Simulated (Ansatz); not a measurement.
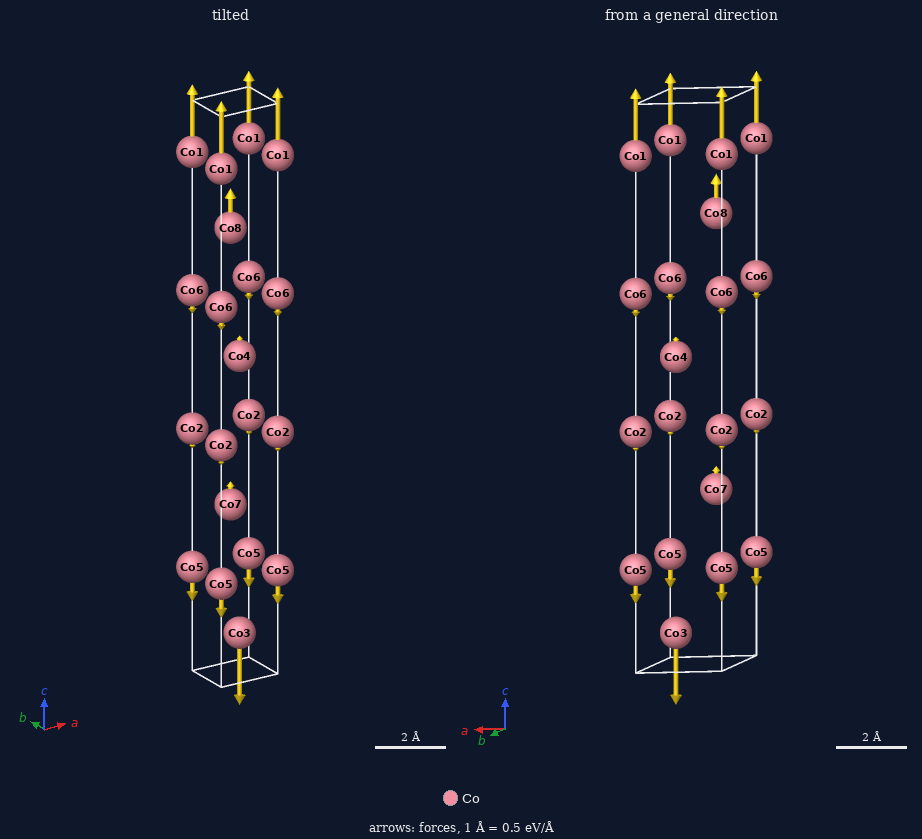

An orthographic spheres-only view of the structure, slightly off an axis and from a general direction. The lines enclose the simulation cell; boundary atoms appear with their images. The arrows are the computed forces on the atoms.

System: Co. Calculation details: DFT PBE, scalar-relativistic, plane waves, PAW in Ansatz; 420 eV cutoff, a 21×21×3 sampling of the Brillouin zone, Gaussian smearing of 0.15 eV, collinear spins.

**Could this be the end point of a relaxation?**

No. The atoms still feel forces of up to about 0.84 eV/Å, far above a usual threshold of 0.01 to 0.03 eV/Å.

Origin of the cell: a structure listed in the Materials Project. The cell was then strained or its atoms displaced on purpose. It was the input of a calculation with Ansatz.
